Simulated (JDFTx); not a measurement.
Bi: geometry relaxation (part 2 of 3)

The same run, continued: Bi (R-3m, 2 atoms in the cell); Kohn-Sham DFT of a periodic cell, LDA, PseudoDojo-SR-LDA-0.4.1-standard, no spin polarisation (JDFTx 1.7.0 (patched build)); cutoff 952.4 eV, 6×6×6 k-mesh, fermi-dirac of 0.05 eV. The structure derives from an entry of the Crystallography Open Database.

Geometry of the input (Å; fractional positions):
```
2.2675  1.3091  3.9380
-2.2675  1.3091  3.9380
0.0000  -2.6183  3.9380
Bi 0.7660  0.7660  0.7660
Bi 0.2340  0.2340  0.2340
```

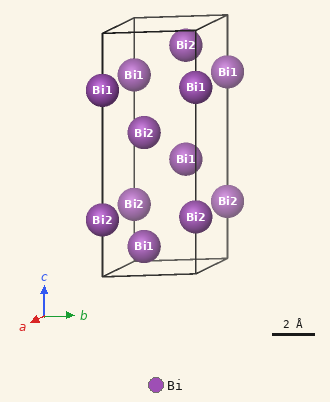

Figure 1. The structure as given in the input (spheres-only view of the cell 3 times as large as that of the calculation, set on its symmetry axes, seen slightly off an axis; atoms are numbered from 1 in the order of the input). An atom can appear more than once, as a periodic image.

### The program's output, continued
```
# Energy components:
   Eewald =     -103.3353745336669789
       EH =       34.9357927986064141
     Eloc =     -100.5023338481829711
      Enl =      -30.1702475823185878
      Exc =      -42.8021404686909719
 Exc_core =       20.8720314716390121
       KE =       78.0322663553818785
-------------------------------------
     Etot =     -142.9700058072321553
       TS =        0.0001241351614313
-------------------------------------
        F =     -142.9701299423935836

LatticeMinimize: Iter:   2  F: -142.970129942393584  |grad|_K:  2.624e-03  alpha:  1.000e+00  linmin: -9.964e-01

#--- Lowdin population analysis ---
# oxidation-state Bi +0.022 +0.022

-------- Electronic minimization -----------
Will mix electronic density at each iteration.
	FillingsUpdate:  mu: +0.360222171  nElectrons: 30.000000
	FillingsUpdate:  mu: +0.371567307  nElectrons: 30.000000
SCF: Cycle:  0   F: -142.942140154196238   dF: -7.934e-02   |Residual|: 1.360e-01   |deigs|: 4.113e-03
	FillingsUpdate:  mu: +0.370611055  nElectrons: 30.000000
SCF: Cycle:  1   F: -142.967977240213941   dF: -2.584e-02   |Residual|: 4.245e-02   |deigs|: 1.962e-03
	FillingsUpdate:  mu: +0.370414946  nElectrons: 30.000000
SCF: Cycle:  2   F: -142.970199064389874   dF: -2.222e-03   |Residual|: 1.342e-02   |deigs|: 7.389e-04
	FillingsUpdate:  mu: +0.370201911  nElectrons: 30.000000
SCF: Cycle:  3   F: -142.970210280978165   dF: -1.122e-05   |Residual|: 3.115e-03   |deigs|: 9.934e-05
	FillingsUpdate:  mu: +0.370177493  nElectrons: 30.000000
SCF: Cycle:  4   F: -142.970226542064040   dF: -1.626e-05   |Residual|: 7.934e-04   |deigs|: 9.376e-05
	FillingsUpdate:  mu: +0.370171748  nElectrons: 30.000000
SCF: Cycle:  5   F: -142.970227190633096   dF: -6.486e-07   |Residual|: 2.386e-04   |deigs|: 2.380e-05
	FillingsUpdate:  mu: +0.370168290  nElectrons: 30.000000
SCF: Cycle:  6   F: -142.970227276477004   dF: -8.584e-08   |Residual|: 1.102e-04   |deigs|: 6.718e-06
	FillingsUpdate:  mu: +0.370168162  nElectrons: 30.000000
SCF: Cycle:  7   F: -142.970227299370350   dF: -2.289e-08   |Residual|: 4.666e-05   |deigs|: 5.390e-06
	FillingsUpdate:  mu: +0.370168942  nElectrons: 30.000000
SCF: Cycle:  8   F: -142.970227305668971   dF: -6.299e-09   |Residual|: 1.146e-05   |deigs|: 3.448e-06
	FillingsUpdate:  mu: +0.370168776  nElectrons: 30.000000
SCF: Cycle:  9   F: -142.970227307267180   dF: -1.598e-09   |Residual|: 1.261e-05   |deigs|: 2.666e-06
	FillingsUpdate:  mu: +0.370168938  nElectrons: 30.000000
SCF: Cycle: 10   F: -142.970227307797927   dF: -5.307e-10   |Residual|: 3.172e-06   |deigs|: 2.638e-06
	FillingsUpdate:  mu: +0.370168940  nElectrons: 30.000000
SCF: Cycle: 11   F: -142.970227307922102   dF: -1.242e-10   |Residual|: 1.315e-06   |deigs|: 2.422e-06
SCF: Converged (|Delta E|<1.000000e-09 for 2 iters).

Setting wave functions to eigenvectors of Hamiltonian
# Lattice vectors:
R =
[      4.23255     -4.23255            0  ]
[      2.44366      2.44366     -4.88733  ]
[      7.35633      7.35633      7.35633  ]
unit cell volume = 456.516

# Strain tensor in Cartesian coordinates:
[   -0.0122293            0            0  ]
[            0   -0.0122293            0  ]
[            0            0   -0.0114776  ]

# Stress tensor in Cartesian coordinates [Eh/a0^3]:
[ -6.52311e-06            0            0  ]
[            0 -6.52311e-06            0  ]
[            0            0  1.14094e-06  ]

# Ionic positions in lattice coordinates:
ion Bi   0.765095694490200   0.765095694490200   0.765095694490200 1
ion Bi   0.234904305509800   0.234904305509800   0.234904305509800 1

# Forces in Cartesian coordinates:
force Bi   0.000000000000000  -0.000000000000000  -0.000796134971820 1
force Bi  -0.000000000000000  -0.000000000000000   0.000796134971821 1

# Energy components:
   Eewald =     -103.9669972297427876
       EH =       34.5582908090584837
     Eloc =      -99.5008133710972231
      Enl =      -30.1652271481766228
      Exc =      -42.8103937386626967
 Exc_core =       20.8720315059664294
       KE =       78.0430040364967113
-------------------------------------
     Etot =     -142.9701051361577129
       TS =        0.0001221717643756
-------------------------------------
        F =     -142.9702273079221015

LatticeMinimize: Iter:   3  F: -142.970227307922102  |grad|_K:  1.251e-03  alpha:  1.000e+00  linmin: -2.226e-02

#--- Lowdin population analysis ---
# oxidation-state Bi +0.022 +0.022

-------- Electronic minimization -----------
Will mix electronic density at each iteration.
	FillingsUpdate:  mu: +0.370168940  nElectrons: 30.000000
	FillingsUpdate:  mu: +0.374213715  nElectrons: 30.000000
SCF: Cycle:  0   F: -142.942477597738673   dF: -7.833e-02   |Residual|: 1.349e-01   |deigs|: 4.063e-03
	FillingsUpdate:  mu: +0.373502836  nElectrons: 30.000000
SCF: Cycle:  1   F: -142.967993836012653   dF: -2.552e-02   |Residual|: 4.229e-02   |deigs|: 1.787e-03
	FillingsUpdate:  mu: +0.373384018  nElectrons: 30.000000
SCF: Cycle:  2   F: -142.970197733023980   dF: -2.204e-03   |Residual|: 1.337e-02   |deigs|: 6.692e-04
	FillingsUpdate:  mu: +0.373181371  nElectrons: 30.000000
SCF: Cycle:  3   F: -142.970208810525264   dF: -1.108e-05   |Residual|: 3.099e-03   |deigs|: 9.267e-05
	FillingsUpdate:  mu: +0.373163951  nElectrons: 30.000000
SCF: Cycle:  4   F: -142.970224846888613   dF: -1.604e-05   |Residual|: 7.768e-04   |deigs|: 8.454e-05
	FillingsUpdate:  mu: +0.373158522  nElectrons: 30.000000
SCF: Cycle:  5   F: -142.970225482785139   dF: -6.359e-07   |Residual|: 2.404e-04   |deigs|: 2.618e-05
	FillingsUpdate:  mu: +0.373155261  nElectrons: 30.000000
SCF: Cycle:  6   F: -142.970225567513154   dF: -8.473e-08   |Residual|: 1.151e-04   |deigs|: 7.077e-06
	FillingsUpdate:  mu: +0.373155008  nElectrons: 30.000000
SCF: Cycle:  7   F: -142.970225590523057   dF: -2.301e-08   |Residual|: 4.713e-05   |deigs|: 5.718e-06
	FillingsUpdate:  mu: +0.373155803  nElectrons: 30.000000
SCF: Cycle:  8   F: -142.970225596752158   dF: -6.229e-09   |Residual|: 1.282e-05   |deigs|: 2.997e-06
	FillingsUpdate:  mu: +0.373155635  nElectrons: 30.000000
SCF: Cycle:  9   F: -142.970225598305291   dF: -1.553e-09   |Residual|: 1.353e-05   |deigs|: 1.701e-06
	FillingsUpdate:  mu: +0.373155780  nElectrons: 30.000000
SCF: Cycle: 10   F: -142.970225598826147   dF: -5.209e-10   |Residual|: 3.679e-06   |deigs|: 1.190e-06
	FillingsUpdate:  mu: +0.373155782  nElectrons: 30.000000
SCF: Cycle: 11   F: -142.970225598968682   dF: -1.425e-10   |Residual|: 1.470e-06   |deigs|: 1.221e-06
SCF: Converged (|Delta E|<1.000000e-09 for 2 iters).

Setting wave functions to eigenvectors of Hamiltonian
LatticeMinimize: 	Wolfe criterion not satisfied: alpha: 1  (E-E0)/|gdotd0|: 0.0586264  gdotd/gdotd0: -1.13467 (taking cubic step)

-------- Electronic minimization -----------
Will mix electronic density at each iteration.
	FillingsUpdate:  mu: +0.373155782  nElectrons: 30.000000
	FillingsUpdate:  mu: +0.371515816  nElectrons: 30.000000
SCF: Cycle:  0   F: -142.970229951543473   dF: -2.574e-05   |Residual|: 1.190e-03   |deigs|: 3.976e-05
	FillingsUpdate:  mu: +0.371542433  nElectrons: 30.000000
SCF: Cycle:  1   F: -142.970233562734478   dF: -3.611e-06   |Residual|: 5.127e-04   |deigs|: 5.209e-05
	FillingsUpdate:  mu: +0.371566184  nElectrons: 30.000000
[... 3 further cycles ...]
SCF: Cycle:  5   F: -142.970234236351928   dF: -8.601e-10   |Residual|: 4.252e-06   |deigs|: 7.777e-07
	FillingsUpdate:  mu: +0.371582353  nElectrons: 30.000000
SCF: Cycle:  6   F: -142.970234236537749   dF: -1.858e-10   |Residual|: 2.238e-06   |deigs|: 2.736e-07
SCF: Converged (|Delta E|<1.000000e-09 for 2 iters).

Setting wave functions to eigenvectors of Hamiltonian
# Lattice vectors:
R =
[      4.23071     -4.23071            0  ]
[       2.4426       2.4426      -4.8852  ]
[      7.34648      7.34648      7.34648  ]
unit cell volume = 455.508

# Strain tensor in Cartesian coordinates:
[   -0.0126601            0            0  ]
[            0   -0.0126601            0  ]
[            0            0   -0.0128008  ]

# Stress tensor in Cartesian coordinates [Eh/a0^3]:
[ -7.12895e-06            0            0  ]
[            0 -7.12895e-06            0  ]
[            0            0  1.29615e-06  ]

# Ionic positions in lattice coordinates:
ion Bi   0.764649354817319   0.764649354817319   0.764649354817319 1
ion Bi   0.235350645182681   0.235350645182681   0.235350645182681 1

# Forces in Cartesian coordinates:
force Bi   0.000000000000000   0.000000000000000  -0.000108801967269 1
force Bi  -0.000000000000000  -0.000000000000000   0.000108801967269 1

# Energy components:
   Eewald =     -104.0742837029457775
       EH =       34.4860738889662954
     Eloc =      -99.3215373023987098
      Enl =      -30.1656053372630986
      Exc =      -42.8109017049917853
 Exc_core =       20.8720315039977855
       KE =       78.0441102262838484
-------------------------------------
     Etot =     -142.9701124283513991
       TS =        0.0001218081863604
-------------------------------------
        F =     -142.9702342365377490

LatticeMinimize: Iter:   4  F: -142.970234236537749  |grad|_K:  6.137e-04  alpha:  4.746e-01  linmin: -1.662e-03

#--- Lowdin population analysis ---
# oxidation-state Bi +0.022 +0.022

-------- Electronic minimization -----------
Will mix electronic density at each iteration.
	FillingsUpdate:  mu: +0.371582353  nElectrons: 30.000000
	FillingsUpdate:  mu: +0.370914323  nElectrons: 30.000000
SCF: Cycle:  0   F: -142.970238050646088   dF: -1.690e-06   |Residual|: 2.001e-04   |deigs|: 9.909e-07
	FillingsUpdate:  mu: +0.370915375  nElectrons: 30.000000
SCF: Cycle:  1   F: -142.970238187897820   dF: -1.373e-07   |Residual|: 9.019e-05   |deigs|: 1.310e-05
	FillingsUpdate:  mu: +0.370915695  nElectrons: 30.000000
[... 2 further cycles ...]
SCF: Cycle:  4   F: -142.970238209447416   dF: -3.287e-10   |Residual|: 4.456e-06   |deigs|: 2.278e-07
	FillingsUpdate:  mu: +0.370914932  nElectrons: 30.000000
SCF: Cycle:  5   F: -142.970238209523103   dF: -7.569e-11   |Residual|: 9.932e-07   |deigs|: 9.933e-07
SCF: Converged (|Delta E|<1.000000e-09 for 2 iters).

Setting wave functions to eigenvectors of Hamiltonian
# Lattice vectors:
R =
[      4.23373     -4.23373            0  ]
[      2.44434      2.44434     -4.88869  ]
[      7.34387      7.34387      7.34387  ]
unit cell volume = 455.997

# Strain tensor in Cartesian coordinates:
[   -0.0119547            0            0  ]
[            0   -0.0119547            0  ]
[            0            0   -0.0131514  ]

# Stress tensor in Cartesian coordinates [Eh/a0^3]:
[ -3.99288e-06            0            0  ]
[            0 -3.99288e-06            0  ]
[            0            0  3.16314e-06  ]

# Ionic positions in lattice coordinates:
ion Bi   0.764580010607199   0.764580010607199   0.764580010607199 1
ion Bi   0.235419989392801   0.235419989392801   0.235419989392801 1

# Forces in Cartesian coordinates:
force Bi   0.000000000000000  -0.000000000000000   0.000107988405279 1
force Bi   0.000000000000000  -0.000000000000000  -0.000107988405279 1

# Energy components:
   Eewald =     -104.0425062686538382
       EH =       34.5012283996002935
     Eloc =      -99.3675916833974355
      Enl =      -30.1664189641997034
      Exc =      -42.8100780761511430
 Exc_core =       20.8720314984364990
       KE =       78.0432190603562077
-------------------------------------
     Etot =     -142.9701160340091519
       TS =        0.0001221755139384
-------------------------------------
        F =     -142.9702382095231030

LatticeMinimize: Iter:   5  F: -142.970238209523103  |grad|_K:  4.083e-04  alpha:  1.000e+00  linmin: -3.905e-01

#--- Lowdin population analysis ---
# oxidation-state Bi +0.022 +0.022

-------- Electronic minimization -----------
Will mix electronic density at each iteration.
	FillingsUpdate:  mu: +0.370914932  nElectrons: 30.000000
	FillingsUpdate:  mu: +0.370292454  nElectrons: 30.000000
SCF: Cycle:  0   F: -142.970240189952591   dF: -9.152e-07   |Residual|: 1.111e-04   |deigs|: 4.781e-07
	FillingsUpdate:  mu: +0.370297170  nElectrons: 30.000000
SCF: Cycle:  1   F: -142.970240245292928   dF: -5.534e-08   |Residual|: 4.584e-05   |deigs|: 1.338e-05
	FillingsUpdate:  mu: +0.370300652  nElectrons: 30.000000
SCF: Cycle:  2   F: -142.970240253272777   dF: -7.980e-09   |Residual|: 2.061e-05   |deigs|: 9.332e-06
	FillingsUpdate:  mu: +0.370302445  nElectrons: 30.000000
SCF: Cycle:  3   F: -142.970240254213536   dF: -9.408e-10   |Residual|: 5.487e-06   |deigs|: 3.286e-06
	FillingsUpdate:  mu: +0.370303045  nElectrons: 30.000000
SCF: Cycle:  4   F: -142.970240254384009   dF: -1.705e-10   |Residual|: 2.439e-06   |deigs|: 8.865e-07
SCF: Converged (|Delta E|<1.000000e-09 for 2 iters).

Setting wave functions to eigenvectors of Hamiltonian
# Lattice vectors:
R =
[      4.23611     -4.23611            0  ]
[      2.44572      2.44572     -4.89144  ]
[      7.34256      7.34256      7.34256  ]
unit cell volume = 456.428

# Strain tensor in Cartesian coordinates:
[   -0.0113991            0            0  ]
[            0   -0.0113991            0  ]
[            0            0   -0.0133282  ]

# Stress tensor in Cartesian coordinates [Eh/a0^3]:
[ -2.14751e-06            0            0  ]
[            0 -2.14751e-06            0  ]
[            0            0  3.79539e-06  ]

# Ionic positions in lattice coordinates:
ion Bi   0.764627277599154   0.764627277599154   0.764627277599154 1
ion Bi   0.235372722400846   0.235372722400846   0.235372722400846 1

# Forces in Cartesian coordinates:
force Bi  -0.000000000000000  -0.000000000000000   0.000071265432383 1
force Bi  -0.000000000000000  -0.000000000000000  -0.000071265432383 1

# Energy components:
   Eewald =     -104.0072936986573495
       EH =       34.5216208443668435
     Eloc =      -99.4226891173271383
      Enl =      -30.1667853337338663
      Exc =      -42.8095563393936303
 Exc_core =       20.8720314959022950
       KE =       78.0425544853018778
-------------------------------------
     Etot =     -142.9701176635409468
       TS =        0.0001225908430513
-------------------------------------
        F =     -142.9702402543840094

LatticeMinimize: Iter:   6  F: -142.970240254384009  |grad|_K:  3.020e-04  alpha:  1.000e+00  linmin: -4.176e-01

#--- Lowdin population analysis ---
# oxidation-state Bi +0.022 +0.022

-------- Electronic minimization -----------
Will mix electronic density at each iteration.
	FillingsUpdate:  mu: +0.370303045  nElectrons: 30.000000
	FillingsUpdate:  mu: +0.369993343  nElectrons: 30.000000
SCF: Cycle:  0   F: -142.970242665931636   dF: -1.591e-06   |Residual|: 6.941e-05   |deigs|: 7.167e-07
	FillingsUpdate:  mu: +0.369994796  nElectrons: 30.000000
SCF: Cycle:  1   F: -142.970242706288815   dF: -4.036e-08   |Residual|: 2.678e-05   |deigs|: 5.042e-06
	FillingsUpdate:  mu: +0.369995780  nElectrons: 30.000000
SCF: Cycle:  2   F: -142.970242711148444   dF: -4.860e-09   |Residual|: 1.224e-05   |deigs|: 3.042e-06
	FillingsUpdate:  mu: +0.369996434  nElectrons: 30.000000
SCF: Cycle:  3   F: -142.970242711915347   dF: -7.669e-10   |Residual|: 4.043e-06   |deigs|: 1.611e-06
	FillingsUpdate:  mu: +0.369996605  nElectrons: 30.000000
SCF: Cycle:  4   F: -142.970242712079511   dF: -1.642e-10   |Residual|: 1.617e-06   |deigs|: 1.987e-07
SCF: Converged (|Delta E|<1.000000e-09 for 2 iters).

Setting wave functions to eigenvectors of Hamiltonian
# Lattice vectors:
R =
[      4.23892     -4.23892            0  ]
[      2.44734      2.44734     -4.89468  ]
[      7.33555      7.33555      7.33555  ]
unit cell volume = 456.598

# Strain tensor in Cartesian coordinates:
[    -0.010743            0            0  ]
[            0    -0.010743            0  ]
[            0            0   -0.0142695  ]

# Stress tensor in Cartesian coordinates [Eh/a0^3]:
[ -7.95392e-07            0            0  ]
[            0 -7.95392e-07            0  ]
[            0            0  3.11982e-06  ]

# Ionic positions in lattice coordinates:
ion Bi   0.764660599112641   0.764660599112641   0.764660599112641 1
ion Bi   0.235339400887359   0.235339400887359   0.235339400887359 1
```
